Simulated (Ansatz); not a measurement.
## Geometry relaxation of ZrS2

System: ZrS2 (P-3m1, 3 atoms in the cell).
Method: DFT, LDA, plane waves, PAW (Ansatz 0.2.0).

The structure derives from an entry of the Crystallography Open Database. The run did not end well. Figures and captions count atoms from 1; the log counts them from 0 in places.

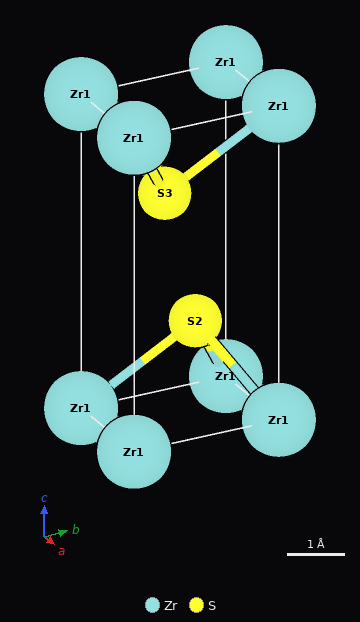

*The input geometry (ball-and-stick view of the cell of the calculation, seen slightly off an axis; atoms are numbered from 1 in the order of the input).*

Near neighbours in the crystal (not all of them lie inside the picture): Zr has 6 S at 2.53 Å; S has 3 Zr at 2.53 Å.

**What the run reported**

| quantity | value |
| --- | --- |
| outcome | stopped at the time limit |
| space group (tolerance 0.01 Å) | P-3m1 (164) → Cm (8) |
| final cell | a = 3.347 Å, b = 3.347 Å, c = 5.133 Å, α = 90.00°, β = 90.01°, γ = 120.00° |
| hardware | 1 thread of Intel Xeon (Sapphire Rapids), 192 GiB of memory available, shared host |
| wall time | 4.1 min |
| peak memory | 0.78 GiB |

**What went wrong**

Settings chosen away from the usual ones: crystal.symmetry set to {"detect": false}. The run was cut off by its time limit, so the output is incomplete.

**Input**
```yaml
crystal:
  lattice:
    - [3.5950567026, 0.0, 0.0]
    - [-1.7975283513, 3.1134104325, 0.0]
    - [0.0, 0.0, 5.6519435442]
  atoms:
    - { symbol: Zr, position: [0.0, 0.0, 0.0] }
    - { symbol: S, position: [0.3333333333, 0.6666666667, 0.2568700789] }
    - { symbol: S, position: [0.6666666667, 0.3333333333, 0.7431299211] }
  symmetry: { detect: false }
basis:
  ecutwfc: 420
kpoints:
  mp_grid: { grid: [12, 12, 6] }
hamiltonian:
  xc: lda
scf:
  occupations: { method: fixed }
output:
  forces: true
  eigenvalues: true
  stress: true
relax:
  adjacent_minimum: "off"
  f_tol: 0.001
  max_steps: 60
  cell: { stress_tol: 0.02, p_target: 20.0 }
```

Launched with:
```bash
ansatz run input.yaml --threads 1 --pin off --max-ram 3072MiB --backend cpu --events-out ev --progress --plain --runs-dir out
```

**The program's output**
```
the start keeps a symmetry that the run doesn't impose, so 3 atoms are moved at random by 1.00e-2 Å, to let the relaxation leave a saddle point. relax.escape_saddle: false keeps them in place
Engine: ansatz 0.2.0, x86_64-unknown-linux-gnu
Pseudopotentials: kind: paw
Pseudopotential: Zr, paw, valence charge 12, recommended cutoff 420 eV (normal), Zr.paw.azcp
Pseudopotential: S, paw, valence charge 6, recommended cutoff 420 eV (normal), S.paw.azcp
Functional definition: SPW92
  exchange = slater_x
  correlation = pw_c
Crystal: 3 atoms, lattice volume = 63.262 Å³
Basis set: ecut = 420 eV, 1231 PW (Γ)
Bands: 16, of which v1, the nominal top of the filled ones, is band 12 counted from 1 (11 counted from 0)
Symmetry: 1 space group operations
k-points: 436 of 864 (time reversal used)
Non-local potential: Zr, projectors of the file, l = 0: 3, l = 1: 2, l = 2: 2, l = 3: 2
Non-local potential: S, projectors of the file, l = 0: 2, l = 1: 2, l = 2: 2
PAW form: soft (Blöchl's): semilocal exchange-correlation on the pseudo side does not see the compensation charge
PAW frozen core: Zr, regenerated for the run's functional, and the local potential with it (the file was generated under x = pbe(κ = 0.804, μ = 0.2195149727645171), c = pbe(β = 0.06672455060314922))
PAW frozen core: S, regenerated for the run's functional, and the local potential with it (the file was generated under x = pbe(κ = 0.804, μ = 0.2195149727645171), c = pbe(β = 0.06672455060314922))
PAW one-centre angular grid: Zr, 590 points (default); XC on 64 Gauss nodes
PAW one-centre angular grid: S, 110 points (default); XC on 64 Gauss nodes
Initial density: superposition of atomic densities (neutral atoms: chi_scale 0, normalization atom), corrected by the library's trained network
Initial wavefunctions: pseudopotential atomic-orbital guess
Functional: x = slater, c = lda
SCF iter   1: F=—  HF=-5821.283152 eV  |F-HF|=—  |Δ(HF+E_count)|=         —  Δρ=6.66e-3  dr2=4.08e-2  ethr=1.77e-3  ⟨swp⟩=4.7  Hψ=34166  notcnv=0  defer=680
preconditioner: auto → Resta (q_TF=auto, 2.321 Å⁻¹)  ε∞=6.6  [insulator: Δε(μ)=0.385 eV  Ē_g=7.883 eV  n_scr=22 (ndim 8)  ℏωp=18.7 eV  f_vac=0.007  ε∞_Penn≈6.6]
SCF iter   2: F=—  HF=-5821.275773 eV  |F-HF|=—  |Δ(HF+E_count)|=   7.38e-3  Δρ=2.97e-3  dr2=2.76e-3  ethr=1.70e-4  ⟨swp⟩=2.0  Hψ=11322  notcnv=0  defer=871
SCF iter   3: F=—  HF=-5821.275307 eV  |F-HF|=—  |Δ(HF+E_count)|=   4.65e-4  Δρ=1.31e-3  dr2=6.88e-4  ethr=1.15e-5  ⟨swp⟩=1.0  Hψ=6987  notcnv=0  defer=871
SCF iter   4: F=—  HF=-5821.275213 eV  |F-HF|=—  |Δ(HF+E_count)|=   9.39e-5  Δρ=1.39e-4  dr2=2.21e-5  ethr=2.87e-6  ⟨swp⟩=1.6  Hψ=8753  notcnv=0  defer=13
SCF iter   5: F=—  HF=-5821.275215 eV  |F-HF|=—  |Δ(HF+E_count)|=   1.17e-6  Δρ=3.70e-5  dr2=1.05e-6  ethr=9.21e-8  ⟨swp⟩=2.5  Hψ=10745  notcnv=0  defer=1
SCF iter   6: F=-5821.275215 eV  HF=-5821.275215 eV  |F-HF|=4.37e-9  |Δ(HF+E_count)|=   4.10e-7  Δρ=5.52e-6  dr2=2.63e-8  ethr=4.17e-10  ⟨swp⟩=7.1  Hψ=34244  notcnv=0
SCF 1 converged in 6 iterations: F = -5821.275215 eV  dr2 = 2.63e-8
  greatest PAW one-centre occupation: 0.997 electrons in one spin orbital (limit 2), on the Zr atom at site 0 (counted from 0), in its partial waves of l = 0
relax step   1: F+E_penalty+E_count = -5821.27521498 eV  Δ(F+E_penalty+E_count) = +0.000e0 eV  max|allowed force component| = 8.864e-2 eV/Å  Δτ_max = 0.0000 Å  P = -0.004 GPa  Ω = 63.262 Å³  (6 SCF iters, dr2 threshold 1.00e-7 eV, accepted)
Crystal: 3 atoms, lattice volume = 54.786 Å³
Basis set: ecut = 420 eV, 1085 PW (Γ)
Initial density: handed on by an earlier stage of this run
Initial wavefunctions: those handed on with the density
iter 1 solved again at ethr=2.61e-3 eV; its pass at ethr=3.10e-3 eV (dr2=6.27e-1 eV) is discarded
SCF iter   1: F=—  HF=-5821.153518 eV  |F-HF|=—  |Δ(HF+E_count)|=         —  Δρ=1.63e-2  dr2=6.40e-1  ethr=2.61e-3  ⟨swp⟩=1.0  Hψ=39391  notcnv=0  defer=134
preconditioner: auto → none  [insulator: Δε(μ)=0.075 eV  Ē_g=8.337 eV  n_scr=10 (ndim 8)  ℏωp=20.1 eV  f_vac=0.000  ε∞_Penn≈6.8]
SCF iter   2: F=—  HF=-5821.227029 eV  |F-HF|=—  |Δ(HF+E_count)|=   7.35e-2  Δρ=2.25e-2  dr2=1.02e0  ethr=2.61e-3  ⟨swp⟩=3.1  Hψ=12386  notcnv=0  defer=811
SCF iter   3: F=—  HF=-5821.022949 eV  |F-HF|=—  |Δ(HF+E_count)|=   2.04e-1  Δρ=5.28e-3  dr2=3.82e-2  ethr=2.61e-3  ⟨swp⟩=2.0  Hψ=11419  notcnv=0  defer=776
SCF iter   4: F=—  HF=-5821.015642 eV  |F-HF|=—  |Δ(HF+E_count)|=   7.31e-3  Δρ=9.09e-4  dr2=8.38e-4  ethr=1.59e-4  ⟨swp⟩=2.1  Hψ=10723  notcnv=0  defer=864
SCF iter   5: F=—  HF=-5821.015559 eV  |F-HF|=—  |Δ(HF+E_count)|=   8.26e-5  Δρ=4.31e-4  dr2=2.03e-4  ethr=3.49e-6  ⟨swp⟩=2.4  Hψ=11629  notcnv=0  defer=864
SCF iter   6: F=—  HF=-5821.015518 eV  |F-HF|=—  |Δ(HF+E_count)|=   4.13e-5  Δρ=1.46e-4  dr2=2.51e-5  ethr=8.46e-7  ⟨swp⟩=2.4  Hψ=9151  notcnv=0  defer=603
SCF iter   7: F=—  HF=-5821.015514 eV  |F-HF|=—  |Δ(HF+E_count)|=   4.12e-6  Δρ=4.03e-5  dr2=2.57e-6  ethr=1.04e-7  ⟨swp⟩=2.8  Hψ=11973  notcnv=0  defer=766
SCF iter   8: F=-5821.015513 eV  HF=-5821.015513 eV  |F-HF|=1.22e-8  |Δ(HF+E_count)|=   5.89e-7  Δρ=8.64e-6  dr2=2.36e-8  ethr=1.25e-9  ⟨swp⟩=6.7  Hψ=43755  notcnv=0
SCF 2 converged in 8 iterations: F = -5821.015513 eV  dr2 = 2.36e-8
relax step   2: F+E_penalty+E_count = -5821.01551306 eV  Δ(F+E_penalty+E_count) = +2.597e-1 eV  max|allowed force component| = 8.603e-1 eV/Å  Δτ_max = 0.0804 Å  P = +13.782 GPa  Ω = 54.786 Å³  energy of the carried Pulay correction = +1.105e-3 eV  (8 SCF iters, dr2 threshold 3.00e-7 eV, accepted)
Crystal: 3 atoms, lattice volume = 50.273 Å³
Basis set: ecut = 420 eV, 965 PW (Γ)
iter 1 solved again at ethr=1.01e-3 eV; its pass at ethr=3.10e-3 eV (dr2=2.43e-1 eV) is discarded
SCF iter   1: F=—  HF=-5820.740997 eV  |F-HF|=—  |Δ(HF+E_count)|=         —  Δρ=1.12e-2  dr2=2.46e-1  ethr=1.01e-3  ⟨swp⟩=1.0  Hψ=39488  notcnv=0  defer=550
preconditioner: auto → none  [insulator: Δε(μ)=0.045 eV  Ē_g=8.639 eV  n_scr=8 (ndim 8)  ℏωp=20.9 eV  f_vac=0.000  ε∞_Penn≈6.9]
SCF iter   2: F=—  HF=-5820.768258 eV  |F-HF|=—  |Δ(HF+E_count)|=   2.73e-2  Δρ=1.56e-2  dr2=4.14e-1  ethr=1.01e-3  ⟨swp⟩=3.0  Hψ=11643  notcnv=0  defer=837
SCF iter   3: F=—  HF=-5820.689323 eV  |F-HF|=—  |Δ(HF+E_count)|=   7.89e-2  Δρ=3.96e-3  dr2=1.42e-2  ethr=1.01e-3  ⟨swp⟩=2.0  Hψ=10793  notcnv=0  defer=839
SCF iter   4: F=—  HF=-5820.686636 eV  |F-HF|=—  |Δ(HF+E_count)|=   2.69e-3  Δρ=6.34e-4  dr2=2.01e-4  ethr=5.91e-5  ⟨swp⟩=2.3  Hψ=11045  notcnv=0  defer=869
SCF iter   5: F=—  HF=-5820.686627 eV  |F-HF|=—  |Δ(HF+E_count)|=   8.71e-6  Δρ=1.81e-4  dr2=2.46e-5  ethr=8.38e-7  ⟨swp⟩=2.0  Hψ=10561  notcnv=0  defer=872
SCF iter   6: F=—  HF=-5820.686624 eV  |F-HF|=—  |Δ(HF+E_count)|=   3.64e-6  Δρ=3.90e-5  dr2=5.89e-7  ethr=1.02e-7  ⟨swp⟩=2.8  Hψ=11729  notcnv=0  defer=869
SCF iter   7: F=-5820.686624 eV  HF=-5820.686624 eV  |F-HF|=4.69e-8  |Δ(HF+E_count)|=   1.00e-7  Δρ=9.45e-6  dr2=6.12e-8  ethr=1.25e-9  ⟨swp⟩=7.5  Hψ=41273  notcnv=0
SCF 3 converged in 7 iterations: F = -5820.686624 eV  dr2 = 6.12e-8
relax step   3: F+E_penalty+E_count = -5820.68662359 eV  Δ(F+E_penalty+E_count) = +3.289e-1 eV  max|allowed force component| = 2.101e-1 eV/Å  Δτ_max = 0.1195 Å  P = +19.910 GPa  Ω = 50.273 Å³  energy of the carried Pulay correction = +1.762e-3 eV  (7 SCF iters, dr2 threshold 3.00e-7 eV, accepted)
Crystal: 3 atoms, lattice volume = 49.788 Å³
iter 1 solved again at ethr=4.00e-5 eV; its pass at ethr=3.10e-3 eV (dr2=9.59e-3 eV) is discarded
SCF iter   1: F=—  HF=-5820.633224 eV  |F-HF|=—  |Δ(HF+E_count)|=         —  Δρ=2.34e-3  dr2=1.00e-2  ethr=4.00e-5  ⟨swp⟩=1.5  Hψ=37634  notcnv=0  defer=823
preconditioner: auto → none  [insulator: Δε(μ)=0.025 eV  Ē_g=8.760 eV  n_scr=8 (ndim 8)  ℏωp=21.1 eV  f_vac=0.000  ε∞_Penn≈6.8]
SCF iter   2: F=—  HF=-5820.635371 eV  |F-HF|=—  |Δ(HF+E_count)|=   2.15e-3  Δρ=3.53e-3  dr2=2.17e-2  ethr=4.00e-5  ⟨swp⟩=3.2  Hψ=11954  notcnv=0  defer=864
SCF iter   3: F=—  HF=-5820.631705 eV  |F-HF|=—  |Δ(HF+E_count)|=   3.67e-3  Δρ=1.22e-3  dr2=2.06e-3  ethr=4.00e-5  ⟨swp⟩=2.0  Hψ=9983  notcnv=0  defer=868
SCF iter   4: F=—  HF=-5820.631338 eV  |F-HF|=—  |Δ(HF+E_count)|=   3.67e-4  Δρ=9.95e-5  dr2=9.45e-6  ethr=8.58e-6  ⟨swp⟩=2.0  Hψ=10169  notcnv=0  defer=869
SCF iter   5: F=—  HF=-5820.631338 eV  |F-HF|=—  |Δ(HF+E_count)|=   3.20e-7  Δρ=2.97e-5  dr2=3.92e-7  ethr=3.94e-8  ⟨swp⟩=2.0  Hψ=10034  notcnv=0  defer=171
SCF iter   6: F=-5820.631338 eV  HF=-5820.631338 eV  |F-HF|=6.61e-8  |Δ(HF+E_count)|=   5.81e-8  Δρ=9.54e-6  dr2=7.65e-8  ethr=1.25e-9  ⟨swp⟩=6.8  Hψ=39614  notcnv=0
SCF 4 converged in 6 iterations: F = -5820.631338 eV  dr2 = 7.65e-8
relax step   4: F+E_penalty+E_count = -5820.63133815 eV  Δ(F+E_penalty+E_count) = +5.529e-2 eV  max|allowed force component| = 3.542e-2 eV/Å  Δτ_max = 0.0209 Å  P = +19.945 GPa  Ω = 49.788 Å³  energy of the carried Pulay correction = +1.835e-3 eV  (6 SCF iters, dr2 threshold 3.00e-7 eV, accepted)
Crystal: 3 atoms, lattice volume = 49.830 Å³
Basis set: ecut = 420 eV, 953 PW (Γ)
iter 1 solved again at ethr=7.19e-7 eV; its pass at ethr=3.10e-3 eV (dr2=1.73e-4 eV) is discarded
SCF iter   1: F=—  HF=-5820.636824 eV  |F-HF|=—  |Δ(HF+E_count)|=         —  Δρ=3.32e-4  dr2=1.60e-4  ethr=7.19e-7  ⟨swp⟩=2.0  Hψ=37064  notcnv=0  defer=868
preconditioner: auto → none  [insulator: Δε(μ)=0.005 eV  Ē_g=8.788 eV  n_scr=8 (ndim 8)  ℏωp=21.0 eV  f_vac=0.000  ε∞_Penn≈6.7]
SCF iter   2: F=—  HF=-5820.636857 eV  |F-HF|=—  |Δ(HF+E_count)|=   3.26e-5  Δρ=4.42e-4  dr2=3.37e-4  ethr=6.68e-7  ⟨swp⟩=2.1  Hψ=11019  notcnv=0  defer=872
SCF iter   3: F=—  HF=-5820.636799 eV  |F-HF|=—  |Δ(HF+E_count)|=   5.77e-5  Δρ=1.49e-4  dr2=2.82e-5  ethr=6.68e-7  ⟨swp⟩=2.0  Hψ=9001  notcnv=0  defer=868
```

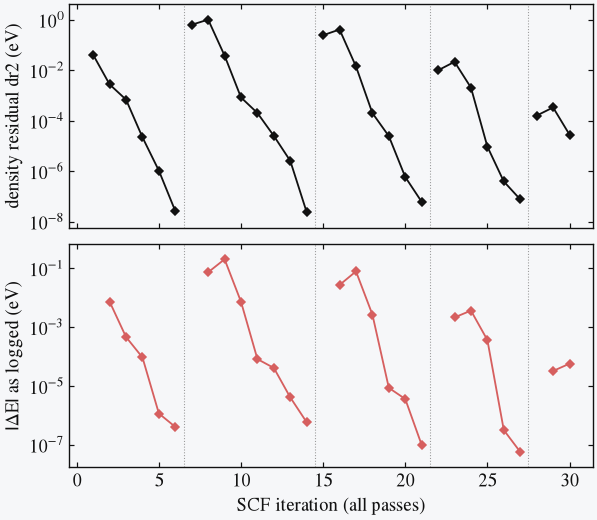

*Convergence of the self-consistent field: density residual dr2 and size of the energy change against the SCF iteration. Dotted lines part the SCF passes that the log prints in full.*

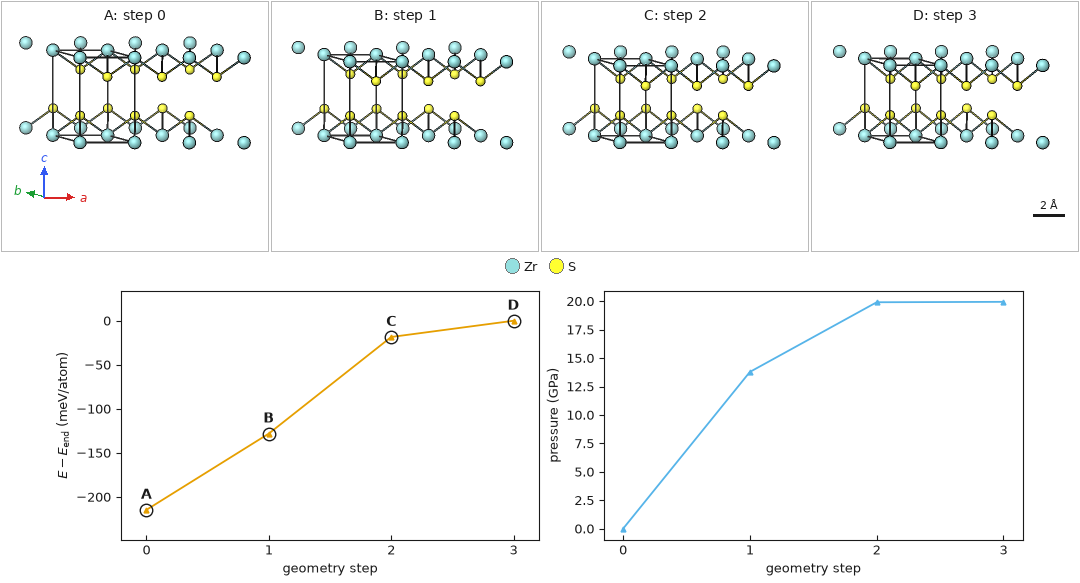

*Frames of the relaxation (ball-and-stick view of the cell of the calculation, repeated 3 × 2 × 1, seen at an oblique angle) above the curves, on which the letters mark them (the first geometry is step 0 here and step 1 in the log).*

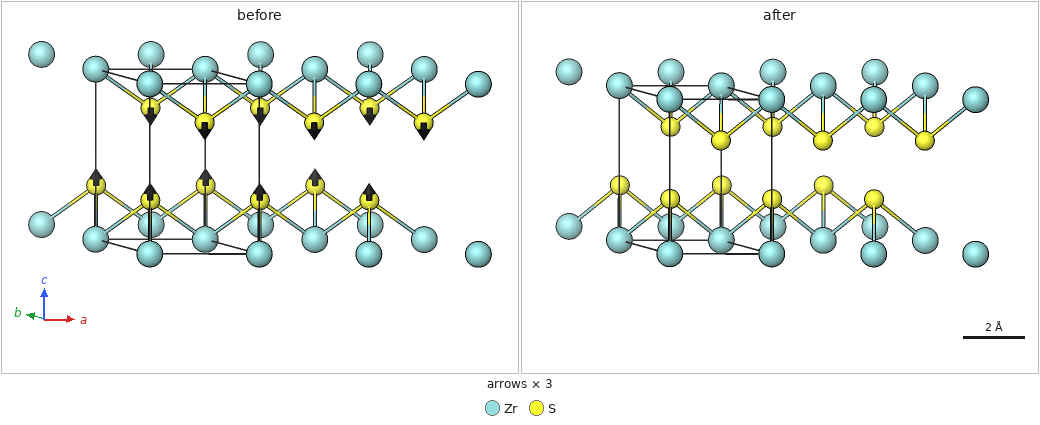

*Before (left) and after (right) the relaxation, at one scale (ball-and-stick view of the cell of the calculation, repeated 3 × 2 × 1, seen at an oblique angle). The black arrows give the displacements (without the part carried along by the change of the cell), magnified 3 times.*

The run was cut off at its time limit before the relaxation converged, so the last structure is only a point on the way. The largest moves relative to the cell, 0.20 Å, are those of S2 and S3. By element the largest moves are S 0.20 Å, Zr 0.01 Å. The volume changes by −21.3 %, with a = b 3.595 → 3.347 Å (−6.9 %), c 5.652 → 5.133 Å (−9.2 %). Among the contacts that change: Zr1–S2 2.552 → 2.461 Å, Zr1–S3 2.541 → 2.459 Å. Among the angles that change: Zr1–S3–Zr1 90.8° → 85.9°, S2–Zr1–S3 89.1° → 94.0°, S2–Zr1–S2 90.6° → 86.0°. The space group (tolerance 0.01 Å) goes from P1 (No. 1) to Cm (No. 8). Over 3 geometry steps the energy rises by 215 meV per atom. Largest force component: 0.089 eV/Å at the start, 0.035 eV/Å at the end. Pressure: 0.00 GPa at the start and 19.95 GPa at the end. (Atoms are counted from 1 in the order of the input.)

**Trajectory as extended XYZ (Å, eV, eV/Å), 4 frames, from step=1 to step=4**
```
3
Lattice="3.5951 0.0000 0.0000 -1.7975 3.1134 0.0000 0.0000 0.0000 5.6519" Properties=species:S:1:pos:R:3:forces:R:3 step=1 energy=-5821.27521 pressure_GPa=-0.00
Zr    0.0009   -0.0097   -0.0021   -0.0075   0.0693   0.0887
S     0.0019    2.0844    1.4561   -0.0197  -0.0333  -0.0461
S     1.7932    1.0461    4.2037    0.0272  -0.0360  -0.0425
3
Lattice="3.4301 0.0003 -0.0010 -1.7148 2.9704 0.0004 -0.0015 -0.0001 5.3769" Properties=species:S:1:pos:R:3:forces:R:3 step=2 energy=-5821.01551 pressure_GPa=13.78
Zr    0.0004   -0.0050    0.0019   -0.0081   0.0688  -0.0018
S     0.0002    1.9865    1.4578    0.0000  -0.0348   0.8603
S     1.7117    0.9961    3.9221    0.0080  -0.0339  -0.8585
3
Lattice="3.3726 0.0003 -0.0009 -1.6861 2.9206 0.0004 -0.0014 -0.0001 5.1036" Properties=species:S:1:pos:R:3:forces:R:3 step=3 energy=-5820.68662 pressure_GPa=19.91
Zr    0.0001   -0.0025    0.0024   -0.0051   0.0409  -0.0212
S    -0.0003    1.9519    1.4910    0.0036  -0.0205   0.2102
S     1.6840    0.9783    3.6149    0.0014  -0.0204  -0.1887
3
Lattice="3.3466 0.0000 -0.0002 -1.6733 2.8982 0.0001 -0.0003 0.0000 5.1332" Properties=species:S:1:pos:R:3:forces:R:3 step=4 energy=-5820.63134 pressure_GPa=19.95
Zr    0.0000   -0.0014    0.0019   -0.0030   0.0248  -0.0042
S    -0.0004    1.9363    1.5187    0.0003  -0.0125  -0.0314
S     1.6721    0.9702    3.6179    0.0027  -0.0123   0.0353
```
